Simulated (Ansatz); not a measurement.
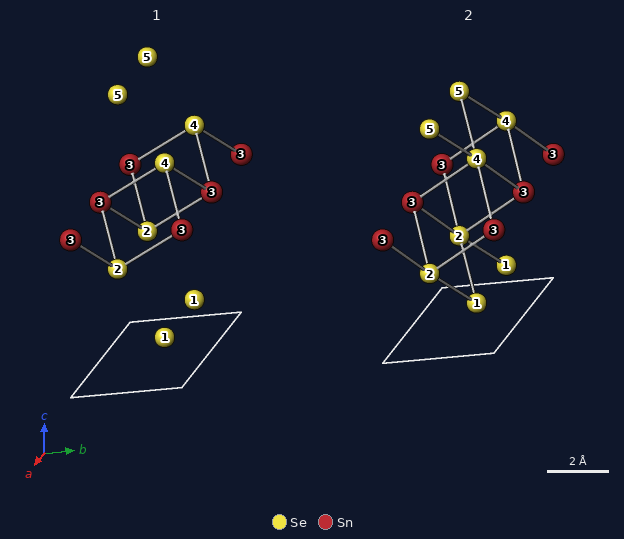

Two geometries of a slab of composition SnSe4 (cut from the P-3m1 phase), drawn at one scale. One is the start of a relaxation, the other its converged end. A ball-and-stick model of the 2 × 1 repeat of the cell, outlined in the plane, without the vacuum, seen slightly off an axis.

Level of theory: DFT PBEsol, scalar-relativistic, plane waves, PAW (Ansatz). (plane-wave cutoff 420 eV; k-point mesh 9 × 9 × 1; occupations gaussian; smearing width 0.05 eV; no spin polarisation; dipole correction; atoms relaxed in a fixed cell; force threshold 0.02 eV/Å; at most 60 steps)

> Which geometry has the lower energy?

Structure 2 is the relaxed one. Case: (0 0 1) slab, atoms relaxed. The slab is the (0 0 1) face of SnSe2. Over 7 accepted moves (8 points after the start) the energy falls by 2.031 eV per cell of the calculation. Largest force component: 0.48 eV/Å at the start, 0.01 eV/Å at the end. 1 step only repeated the SCF at the same geometry. The largest moves relative to the layer's centre, 1.21 Å, are those of Se1 and Se5. Se5 goes along the normal (−c). Sn stays in place. The cell doesn't change. Some distances before and after: Se1–Se2 3.702 → 2.727 Å, Se2–Sn3 2.716 → 2.811 Å. New bonds form: Se1–Se2 (3.70 → 2.73 Å), Se4–Se5 (3.70 → 2.73 Å). Bond angles that change, for instance: Sn3–Se2–Sn3 89.3° → 85.6°, Se2–Sn3–Se2 89.3° → 85.6°, Se2–Sn3–Se4 90.7° → 94.4°. Cost: 60 s on 1 thread of Intel(R) Xeon(R) 6975P-C (Granite Rapids), on a shared host, peak memory 0.59 GiB.
